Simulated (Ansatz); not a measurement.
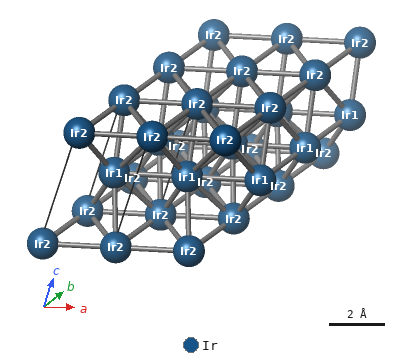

Starting structure of crystalline Ir (set up in P-1). The picture is a ball-and-stick view of the cell of the calculation, reduced to other axes, repeated 3 × 3 × 1 with one cell outlined, seen from a free direction. Lengths and directions refer to the drawn axes.

Case: all atoms moved at random, sigma 0.05 Å for each component; relaxed back.

These are results of DFT PBEsol, scalar-relativistic, plane waves, PAW in Ansatz, not measurements.

The input:
```yaml
crystal:
  lattice:
    - [0.0, -1.9151152069, -1.9151152069]
    - [-1.9151152069, 0.0, -1.9151152069]
    - [1.9151152069, 1.9151152069, -3.8302304139]
  atoms:
    - { symbol: Ir, position: [0.5136217658, 0.5346433342, 0.499248067] }
    - { symbol: Ir, position: [-0.0136217658, -0.0346433342, 0.000751933] }
basis:
  ecutwfc: 420
kpoints:
  mp_grid: { grid: [12, 12, 14] }
hamiltonian:
  xc: pbesol
scf:
  occupations: { method: gaussian, width: 0.15 }
output:
  forces: true
  stress: true
  eigenvalues: true
relax:
  adjacent_minimum: "off"
  f_tol: 0.01
  max_steps: 80
```

Command:
```bash
ansatz run input.yaml --threads 1 --pin off --max-ram 2560MiB --backend cpu --events-out ev --progress --plain --runs-dir out
```

Question: Where does the relaxation end?

Answer: After 2 accepted moves (3 points after the start) the energy has fallen by 64.8 meV per atom. Largest force component: 0.78 eV/Å at the start, 0.006 eV/Å at the end. 1 step only repeated the SCF at the same geometry. The largest moves, 0.11 Å, are those of Ir1 and Ir2. Ir1 goes along [3 −1 0]. The lattice vectors keep their values. Near-neighbour distances that change, for instance: Ir1–Ir2 2.849 → 2.709 Å, Ir1–Ir2 (another image) 2.580 → 2.708 Å, Ir1–Ir2 (another image) 2.804 → 2.709 Å, Ir1–Ir2 (another image) 2.629 → 2.708 Å. The space group (tolerance 0.01 Å) goes from P-1 (No. 2) to Fm-3m (No. 225). The run took 86 s on 1 thread of Arm Neoverse V2 (shared host), peak memory 0.71 GiB.

The end point in the same view:

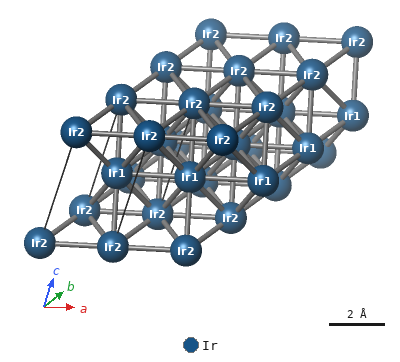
